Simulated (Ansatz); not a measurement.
# Run report: Si$_{3}$N$_{2}$, geometry relaxation (part 1 of 2)

Si$_{3}$N$_{2}$ (5 atoms in the cell), computed with DFT PBE, scalar-relativistic, plane waves, PAW, no spin polarisation (Ansatz 0.2.0).

The structure was made by swapping elements on the sites of another compound; it need not be a known phase. It belongs to a series of runs on one base structure; here: Hf -> Si on all its sites, cell and atoms relaxed. Figures and captions count atoms from 1; the log counts them from 0 in places.

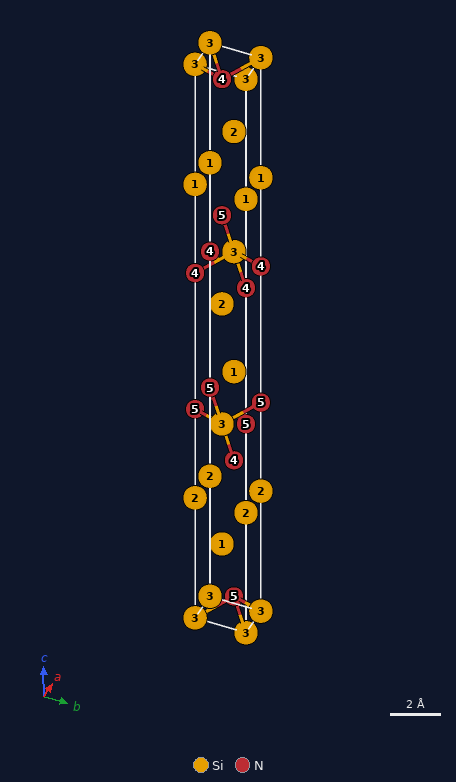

Fig. 1: The starting structure (ball-and-stick view of the cell 3 times as large as that of the calculation, set on its symmetry axes, seen at an oblique angle; atoms are numbered from 1 in the order of the input).

### Results in brief

- outcome: converged
- space group (tolerance 0.01 Å): R-3m (166)
- electrons treated: 22
- free energy: −2674.5712 eV
- Fermi energy: 12.047 eV
- gap on the k-point mesh: none (metallic)
- pressure: 0.01 GPa
- final volume: 51.74 Å³
- largest force (length of the vector) at the end: 0.001 eV/Å
- final cell: a = 7.968 Å, b = 7.968 Å, c = 7.968 Å, α = 19.99°, β = 19.99°, γ = 19.99°
- hardware: 1 thread of Intel Xeon @ 2.50GHz (Skylake/Cascade Lake), 192 GiB of memory available, shared host
- wall time: 61 s
- peak memory: 0.49 GiB

### The input
```yaml
crystal:
  lattice:
    - [1.3827225915, 0.7983152604, 7.8060179472]
    - [-1.3827225915, 0.7983152604, 7.8060179472]
    - [0.0, -1.5966305209, 7.8060179472]
  atoms:
    - { symbol: Si, position: [0.7831205098, 0.7831205098, 0.7831205098] }
    - { symbol: Si, position: [0.2168794902, 0.2168794902, 0.2168794902] }
    - { symbol: Si, position: [0.0, 0.0, 0.0] }
    - { symbol: "N", position: [0.6229305427, 0.6229305427, 0.6229305427] }
    - { symbol: "N", position: [0.3770694573, 0.3770694573, 0.3770694573] }
basis:
  ecutwfc: 420
kpoints:
  mp_grid: { grid: [12, 12, 12] }
hamiltonian:
  xc: pbe
scf:
  occupations: { method: gaussian, width: 0.1 }
output:
  forces: true
  stress: true
  eigenvalues: true
relax:
  adjacent_minimum: "off"
  f_tol: 0.01
  max_steps: 60
  cell: { stress_tol: 0.1 }
```

Launched with:
```bash
ansatz run input.yaml --threads 1 --pin off --max-ram 2560MiB --backend cpu --events-out ev --progress --plain --runs-dir out
```

### The program's output
```
basis.fft_grid_basis auto: the FFT boxes are laid along the combinations [[1, 0, -1], [0, 1, -1], [0, 0, 1]] of the cell's own vectors, 2.765, 2.765 and 7.968 Å long. The dense box has 20×20×54 points. Along the cell's own vectors, as sized, it would have 54×54×54, 7.29 times as many. Of the 12 symmetry operations that the crystal satisfies within crystal.symmetry.tolerance (time reversal apart; of a slab, those that keep its plane) the dense box along the cell's own vectors carries 12, and the one as laid loses 8 of those. basis.fft_grid_basis: typed keeps the cell's own vectors: state it where this run's energies or levels are differenced outside the engine with another run's, or held beside a run that keeps those vectors.
Engine: ansatz 0.2.0, x86_64-unknown-linux-gnu
Pseudopotentials: kind: paw
Pseudopotential: Si, paw, valence charge 4, recommended cutoff 420 eV (normal), Si.paw.azcp
Pseudopotential: N, paw, valence charge 5, recommended cutoff 420 eV (normal), N.paw.azcp
Functional definition: PBE
  parameter kappa = 0.804
  parameter beta = 0.06672455060314922
  exchange = pbe_x(kappa = kappa, mu = beta*pi^2/3)
  correlation = pbe_c(beta = beta)
Crystal: 5 atoms, lattice volume = 51.700 Å³
Basis set: ecut = 420 eV, 1005 PW (Γ), FFT grids on a1−a3, a2−a3, a3, exchange–correlation on 40×40×108 points (8 copies of the dense FFT grid, shifted against one another)
Bands: 16, of which v1, the nominal top of the filled ones, is band 11 counted from 1 (10 counted from 0)
Symmetry: 12 space group operations
Space group: R-3m (ITA 166), of the structure as read, at distance tolerance 3.7e-5 Å
k-points: 189 of 1728
Non-local potential: Si, projectors of the file, l = 0: 2, l = 1: 2, l = 2: 2
Non-local potential: N, projectors of the file, l = 0: 2, l = 1: 2, l = 2: 1
PAW form: soft (Blöchl's): semilocal exchange-correlation on the pseudo side does not see the compensation charge
PAW one-centre angular grid: Si, 110 points (default); XC on 64 Gauss nodes
PAW one-centre angular grid: N, 110 points (default); XC on 64 Gauss nodes
Initial density: superposition of atomic densities (neutral atoms: chi_scale 0, normalization atom), corrected by the library's trained network
Initial wavefunctions: pseudopotential atomic-orbital guess
Functional: x = pbe(κ = 0.804, μ = 0.2195149727645171), c = pbe(β = 0.06672455060314922)
SCF iter   1: F=—  HF=-2674.576138 eV  |F-HF|=—  |Δ(HF+E_count)|=         —  Δρ=5.75e-3  dr2=2.19e-2  ethr=1.77e-3  ⟨swp⟩=5.8  Hψ=17998  notcnv=0
preconditioner: auto → none  [metal: Δε(μ)=0.022 eV  Ē_g=11.260 eV  σ=0.100 eV  W_gap=0.12  n_scr=4 (ndim 8)  ℏωp=24.2 eV  f_vac=0.000  D(μ)=1.03/eV (n_scr^D=4)  sad-step TF]
SCF iter   2: F=—  HF=-2674.573115 eV  |F-HF|=—  |Δ(HF+E_count)|=   3.02e-3  Δρ=3.39e-3  dr2=9.23e-3  ethr=9.94e-5  ⟨swp⟩=1.0  Hψ=4536  notcnv=0
SCF iter   3: F=—  HF=-2674.571580 eV  |F-HF|=—  |Δ(HF+E_count)|=   1.54e-3  Δρ=1.03e-3  dr2=1.82e-3  ethr=4.20e-5  ⟨swp⟩=2.0  Hψ=4283  notcnv=0
SCF iter   4: F=—  HF=-2674.571164 eV  |F-HF|=—  |Δ(HF+E_count)|=   4.16e-4  Δρ=2.31e-4  dr2=2.73e-5  ethr=8.26e-6  ⟨swp⟩=2.1  Hψ=4387  notcnv=0
SCF iter   5: F=—  HF=-2674.571188 eV  |F-HF|=—  |Δ(HF+E_count)|=   2.41e-5  Δρ=7.85e-5  dr2=9.49e-6  ethr=1.24e-7  ⟨swp⟩=2.3  Hψ=4881  notcnv=0
SCF iter   6: F=—  HF=-2674.571187 eV  |F-HF|=—  |Δ(HF+E_count)|=   1.17e-6  Δρ=2.60e-5  dr2=1.20e-6  ethr=4.31e-8  ⟨swp⟩=1.6  Hψ=3066  notcnv=0
SCF iter   7: F=-2674.571187 eV  HF=-2674.571187 eV  |F-HF|=8.86e-10  |Δ(HF+E_count)|=   2.08e-7  Δρ=4.30e-6  dr2=7.56e-9  ethr=4.55e-10  ⟨swp⟩=5.9  Hψ=14534  notcnv=0
SCF 1 converged in 7 iterations: F = -2674.571187 eV  dr2 = 7.56e-9
  greatest PAW one-centre occupation: 0.797 electrons in one spin orbital (limit 2), on the N atom at site 4 (counted from 0), in its partial waves of l = 0
relax step   1: F+E_penalty+E_count = -2674.57118684 eV  Δ(F+E_penalty+E_count) = +0.000e0 eV  max|allowed force component| = 3.349e-4 eV/Å  Δτ_max = 0.0000 Å  P = +0.126 GPa  Ω = 51.700 Å³  (7 SCF iters, dr2 threshold 1.00e-7 eV, accepted)
Crystal: 5 atoms, lattice volume = 51.727 Å³
Basis set: ecut = 420 eV, 1017 PW (Γ), FFT grids on a1−a3, a2−a3, a3, exchange–correlation on 40×40×108 points (8 copies of the dense FFT grid, shifted against one another)
Initial density: handed on by an earlier stage of this run
Initial wavefunctions: those handed on with the density
iter 1 solved again at ethr=1.64e-8 eV; its pass at ethr=3.10e-3 eV (dr2=3.60e-6 eV) is discarded
SCF iter   1: F=—  HF=-2674.571112 eV  |F-HF|=—  |Δ(HF+E_count)|=         —  Δρ=8.97e-5  dr2=3.78e-6  ethr=1.64e-8  ⟨swp⟩=2.4  Hψ=17864  notcnv=0
preconditioner: auto → none  [metal: Δε(μ)=0.023 eV  Ē_g=11.221 eV  σ=0.100 eV  W_gap=0.13  n_scr=4 (ndim 8)  ℏωp=24.2 eV  f_vac=0.000  D(μ)=1.03/eV (n_scr^D=4)]
SCF iter   2: F=—  HF=-2674.571138 eV  |F-HF|=—  |Δ(HF+E_count)|=   2.59e-5  Δρ=2.85e-5  dr2=8.95e-7  ethr=1.64e-8  ⟨swp⟩=2.0  Hψ=4621  notcnv=0
SCF iter   3: F=—  HF=-2674.571138 eV  |F-HF|=—  |Δ(HF+E_count)|=   1.50e-7  Δρ=1.62e-5  dr2=8.98e-8  ethr=4.07e-9  ⟨swp⟩=1.9  Hψ=3489  notcnv=0
iter 4 did not close the SCF: its close was put off for the readings that it lacked (scf_convergence_deferred on its scf_iter line)
SCF iter   4: F=-2674.571138 eV  HF=-2674.571138 eV  |F-HF|=4.99e-9  |Δ(HF+E_count)|=   1.82e-8  Δρ=5.03e-6  dr2=9.09e-9  ethr=4.08e-10  ⟨swp⟩=1.9  Hψ=4622  notcnv=0
iter 5 did not close the SCF: its close was put off for the readings that it lacked (scf_convergence_deferred on its scf_iter line)
SCF iter   5: F=-2674.571138 eV  HF=-2674.571138 eV  |F-HF|=2.31e-10  |Δ(HF+E_count)|=   1.60e-9  Δρ=9.16e-7  dr2=4.06e-10  ethr=4.13e-11  ⟨swp⟩=2.8  Hψ=5276  notcnv=0
SCF iter   6: F=-2674.571138 eV  HF=-2674.571138 eV  |F-HF|=1.82e-12  |Δ(HF+E_count)|=  8.05e-11  Δρ=1.47e-7  dr2=4.52e-12  ethr=1.85e-12  ⟨swp⟩=1.1  Hψ=8367  notcnv=0
SCF 2 converged in 6 iterations: F = -2674.571138 eV  dr2 = 4.52e-12
relax step   2: F+E_penalty+E_count = -2674.57113787 eV  Δ(F+E_penalty+E_count) = +4.897e-5 eV  max|allowed force component| = 5.399e-3 eV/Å  Δτ_max = 0.0004 Å  P = +0.059 GPa  Ω = 51.727 Å³  energy of the carried Pulay correction = -6.299e-5 eV  (6 SCF iters, dr2 threshold 6.91e-8 eV, accepted)
Crystal: 5 atoms, lattice volume = 51.755 Å³
iter 1 solved again at ethr=5.22e-8 eV; its pass at ethr=3.10e-3 eV (dr2=1.15e-5 eV) is discarded
SCF iter   1: F=—  HF=-2674.571050 eV  |F-HF|=—  |Δ(HF+E_count)|=         —  Δρ=9.38e-5  dr2=1.15e-5  ethr=5.22e-8  ⟨swp⟩=1.2  Hψ=16364  notcnv=0
preconditioner: auto → none  [metal: Δε(μ)=0.023 eV  Ē_g=11.215 eV  σ=0.100 eV  W_gap=0.13  n_scr=4 (ndim 8)  ℏωp=24.2 eV  f_vac=0.000  D(μ)=1.03/eV (n_scr^D=4)]
SCF iter   2: F=—  HF=-2674.571074 eV  |F-HF|=—  |Δ(HF+E_count)|=   2.44e-5  Δρ=3.98e-5  dr2=1.01e-6  ethr=5.22e-8  ⟨swp⟩=2.1  Hψ=4555  notcnv=0
SCF iter   3: F=—  HF=-2674.571074 eV  |F-HF|=—  |Δ(HF+E_count)|=   2.36e-7  Δρ=1.60e-5  dr2=9.26e-8  ethr=4.60e-9  ⟨swp⟩=2.8  Hψ=4955  notcnv=0
iter 4 did not close the SCF: its close was put off for the readings that it lacked (scf_convergence_deferred on its scf_iter line)
SCF iter   4: F=-2674.571074 eV  HF=-2674.571074 eV  |F-HF|=1.40e-10  |Δ(HF+E_count)|=   9.10e-9  Δρ=3.75e-6  dr2=3.97e-9  ethr=4.21e-10  ⟨swp⟩=2.0  Hψ=5093  notcnv=0
iter 5 did not close the SCF: its close was put off for the readings that it lacked (scf_convergence_deferred on its scf_iter line)
SCF iter   5: F=-2674.571074 eV  HF=-2674.571074 eV  |F-HF|=1.91e-10  |Δ(HF+E_count)|=  6.56e-10  Δρ=9.14e-7  dr2=4.12e-10  ethr=1.81e-11  ⟨swp⟩=2.2  Hψ=4664  notcnv=0
SCF iter   6: F=-2674.571074 eV  HF=-2674.571074 eV  |F-HF|=4.55e-12  |Δ(HF+E_count)|=  1.77e-11  Δρ=1.54e-7  dr2=1.40e-11  ethr=1.87e-12  ⟨swp⟩=1.4  Hψ=8526  notcnv=0
SCF 3 converged in 6 iterations: F = -2674.571074 eV  dr2 = 1.40e-11
relax step   3: F+E_penalty+E_count = -2674.57107373 eV  Δ(F+E_penalty+E_count) = +6.414e-5 eV  max|allowed force component| = 5.106e-3 eV/Å  Δτ_max = 0.0005 Å  P = -0.053 GPa  Ω = 51.755 Å³  energy of the carried Pulay correction = -1.273e-4 eV  (6 SCF iters, dr2 threshold 2.69e-8 eV, accepted)
Crystal: 5 atoms, lattice volume = 51.740 Å³
iter 1 solved again at ethr=1.81e-8 eV; its pass at ethr=3.10e-3 eV (dr2=3.97e-6 eV) is discarded
SCF iter   1: F=—  HF=-2674.571088 eV  |F-HF|=—  |Δ(HF+E_count)|=         —  Δρ=4.55e-5  dr2=3.97e-6  ethr=1.81e-8  ⟨swp⟩=1.1  Hψ=16325  notcnv=0
preconditioner: auto → none  [metal: Δε(μ)=0.025 eV  Ē_g=11.218 eV  σ=0.100 eV  W_gap=0.14  n_scr=4 (ndim 8)  ℏωp=24.2 eV  f_vac=0.000  D(μ)=1.03/eV (n_scr^D=4)]
SCF iter   2: F=—  HF=-2674.571114 eV  |F-HF|=—  |Δ(HF+E_count)|=   2.62e-5  Δρ=2.13e-5  dr2=2.89e-7  ethr=1.80e-8  ⟨swp⟩=2.1  Hψ=4534  notcnv=0
iter 3 did not close the SCF: its close was put off for the readings that it lacked (scf_convergence_deferred on its scf_iter line)
SCF iter   3: F=-2674.571114 eV  HF=-2674.571114 eV  |F-HF|=5.72e-9  |Δ(HF+E_count)|=   6.80e-8  Δρ=8.38e-6  dr2=2.26e-8  ethr=1.31e-9  ⟨swp⟩=2.6  Hψ=5000  notcnv=0
iter 4 did not close the SCF: its close was put off for the readings that it lacked (scf_convergence_deferred on its scf_iter line)
SCF iter   4: F=-2674.571114 eV  HF=-2674.571114 eV  |F-HF|=1.81e-10  |Δ(HF+E_count)|=   1.23e-9  Δρ=1.43e-6  dr2=7.43e-10  ethr=1.03e-10  ⟨swp⟩=2.1  Hψ=5098  notcnv=0
iter 5 did not close the SCF: its close was put off for the readings that it lacked (scf_convergence_deferred on its scf_iter line)
SCF iter   5: F=-2674.571114 eV  HF=-2674.571114 eV  |F-HF|=2.18e-11  |Δ(HF+E_count)|=  5.14e-11  Δρ=4.28e-7  dr2=7.37e-11  ethr=3.38e-12  ⟨swp⟩=2.0  Hψ=4497  notcnv=0
SCF iter   6: F=-2674.571114 eV  HF=-2674.571114 eV  |F-HF|=9.09e-13  |Δ(HF+E_count)|=  4.55e-12  Δρ=9.06e-8  dr2=2.47e-12  ethr=1.00e-12  ⟨swp⟩=1.0  Hψ=8314  notcnv=0
SCF 4 converged in 6 iterations: F = -2674.571114 eV  dr2 = 2.47e-12
relax step   4: F+E_penalty+E_count = -2674.57111424 eV  Δ(F+E_penalty+E_count) = -4.051e-5 eV  max|allowed force component| = 1.094e-3 eV/Å  Δτ_max = 0.0002 Å  P = +0.002 GPa  Ω = 51.740 Å³  energy of the carried Pulay correction = -9.165e-5 eV  (6 SCF iters, dr2 threshold 2.91e-8 eV, accepted)
Initial wavefunctions: pseudopotential atomic-orbital guess (no wavefunctions were taken with the density)
iter 1 solved again at ethr=4.92e-7 eV; its pass at ethr=3.10e-3 eV (dr2=1.08e-4 eV) is discarded
```
